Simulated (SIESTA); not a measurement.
# Sn: 7 runs along one coordinate

System: Sn (Im-3m, 1 atom in the cell).
Method: Kohn-Sham DFT of a periodic cell, PBEsol, PseudoDojo 0.4 standard, converted to PSML, no spin polarisation (SIESTA 5.4.2).

The 7 runs differ only in the geometry, by an even scaling of the cell at fixed fractional positions. The structure derives from a Materials Project entry.

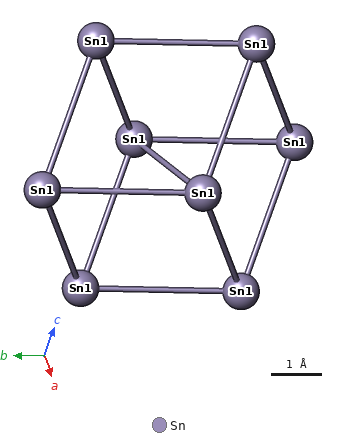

Figure 1. The structure of run 4 (ball-and-stick view of the cell of the calculation, seen at an oblique angle; atoms are numbered from 1 in the order of the input). An atom can appear more than once, as a periodic image.

**Input of run 4**
```
SystemName                      Sn
SystemLabel                     Sn
NumberOfSpecies                 1
NumberOfAtoms                   1
%block ChemicalSpeciesLabel
  1  50 Sn
%endblock ChemicalSpeciesLabel

LatticeConstant                 1.0 Ang
%block LatticeVectors
    -1.8946518192     1.8946518192     1.8946518192
     1.8946518192    -1.8946518192     1.8946518192
     1.8946518192     1.8946518192    -1.8946518192
%endblock LatticeVectors
AtomicCoordinatesFormat         Fractional
%block AtomicCoordinatesAndAtomicSpecies
     0.0000000000     0.0000000000     0.0000000000  1  Sn
%endblock AtomicCoordinatesAndAtomicSpecies

%block kgrid.MonkhorstPack
   10   0   0  0.0
    0  10   0  0.0
    0   0  10  0.0
%endblock kgrid.MonkhorstPack
XC.Functional                   GGA
XC.Authors                      PBEsol
PAO.BasisSize                   DZP
PAO.EnergyShift                 0.003 Ry
Mesh.Cutoff                     500 Ry
OccupationFunction              FD
ElectronicTemperature           0.05 eV
MaxSCFIterations                120
SCF.MustConverge                false
SCF.Mixer.Method                Pulay
SCF.Mixer.Weight                0.25
SCF.Mixer.History               8
SCF.DM.Tolerance                5.0e-05
SCF.H.Tolerance                 1.0e-03 eV
WriteForces                     true
Charge.Mulliken                 end
%block PAO.Basis
  Sn 4
  n=5 0 2
    6.406 0.000
  n=5 1 2
    8.599 0.000
  n=4 2 2
    3.767 0.000
  n=5 2 1
    8.599
%endblock PAO.Basis
```

Command:
```bash
siesta < Sn.fdf > Sn.out 2>&1
```

Lattice vectors (Å) and fractional positions of run 4:
```
  -1.894652    1.894652    1.894652
   1.894652   -1.894652    1.894652
   1.894652    1.894652   -1.894652
Sn  0.000000  0.000000  0.000000
```

Run 3 differs from it as follows:
```diff
-    -1.8946518192     1.8946518192     1.8946518192
-     1.8946518192    -1.8946518192     1.8946518192
-     1.8946518192     1.8946518192    -1.8946518192
+    -1.8819356520     1.8819356520     1.8819356520
+     1.8819356520    -1.8819356520     1.8819356520
+     1.8819356520     1.8819356520    -1.8819356520
```

**Results, with one run withheld**

| run | volume per atom (Å³) | free energy per atom, from the lowest run given (meV) | pressure (GPa) |
| --- | --- | --- | --- |
| 1 | 25.573 | 4.93 | 2.08 |
| 2 | 26.117 | 0.00 | 0.83 |
| 3 | 26.661 | ? | ? |
| 4 | 27.205 | 2.67 | −1.19 |
| 5 | 27.749 | 8.04 | −1.98 |
| 6 | 28.293 | 16.20 | −2.81 |
| 7 | 28.837 | 26.88 | −3.43 |

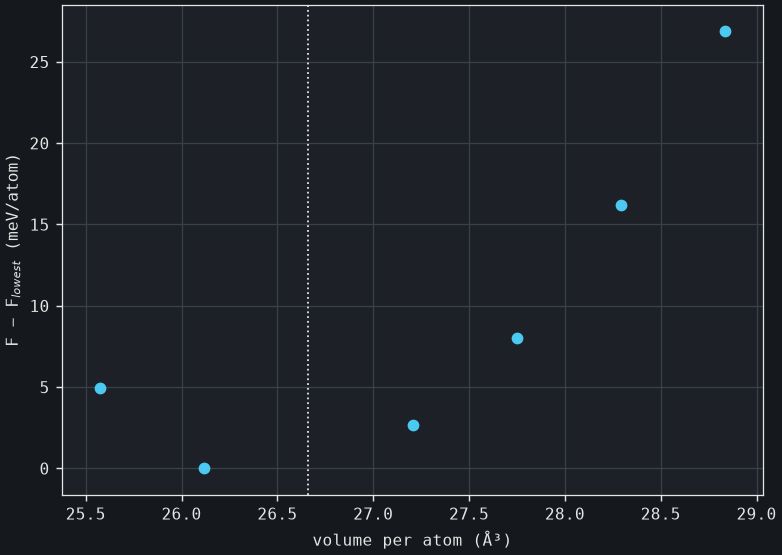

Figure 2. Free energy per atom of the runs given; the dotted line marks run 3.

Fit the runs given and predict run 3.

A cubic polynomial in V^(−2/3) (the Birch–Murnaghan form), fitted to the 6 runs given, misses them by at most 0.29 meV per atom. With x = V^(−2/3) − 0.11042 Å⁻², it reads F = 2.781 − 3139.6 x + 7.0638e+05 x² + 8.2494e+06 x³ (meV per atom). At run 3 it gives −0.42 meV per atom, and the run itself gives −0.92. The slope of the fit gives a pressure −dF/dV of −0.35 GPa there, and the run prints −0.25 GPa. The two needn't agree exactly: the fit is approximate, and the printed stress is taken on a finite basis. The fit has its minimum at 26.480 Å³ per atom, where V d²F/dV² gives 51.7 GPa: the bulk modulus at this level, since symmetry fixes the shape and the positions.

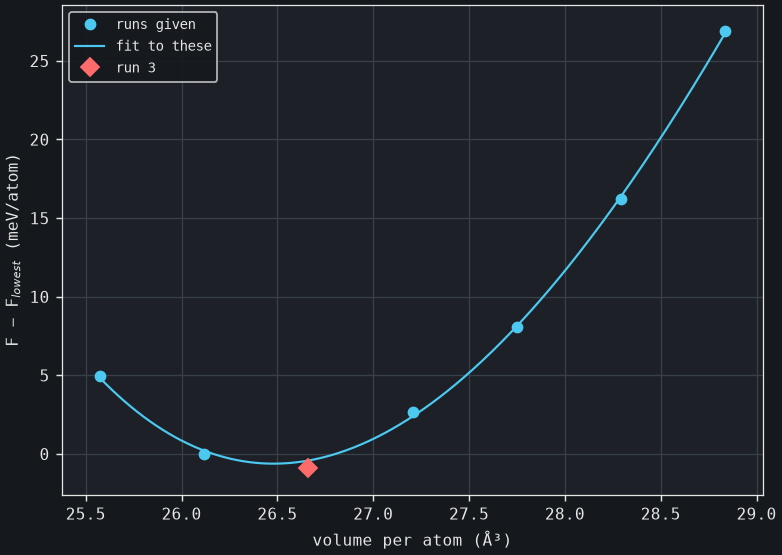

Figure 3. The fit and the withheld run.

**Some lines of the output (run 3)**
```
[...]
outcell: Cell volume (Ang**3)        :     26.6609
stepf: Fermi-Dirac step function
siesta: Etot    =     -2139.271608
siesta: FreeEng =     -2139.278260
        iscf     Eharris(eV)        E_KS(eV)     FreeEng(eV)     dDmax    Ef(eV) dHmax(eV)
siesta: E_KS(eV) =            -2139.3150
siesta: E_KS - E_eggbox =     -2139.3150
siesta: Etot    =     -2139.315024
siesta: FreeEng =     -2139.322037
siesta:         Fermi =      -4.404342
siesta: Cell volume =         26.660869 Ang**3
    Orbital volume contribution        =           1.463147 eV
```

Notes: Points of doubt noted for this run: mulliken charges of long orbitals. With a small basis of atomic orbitals these values can differ much from converged plane-wave results.
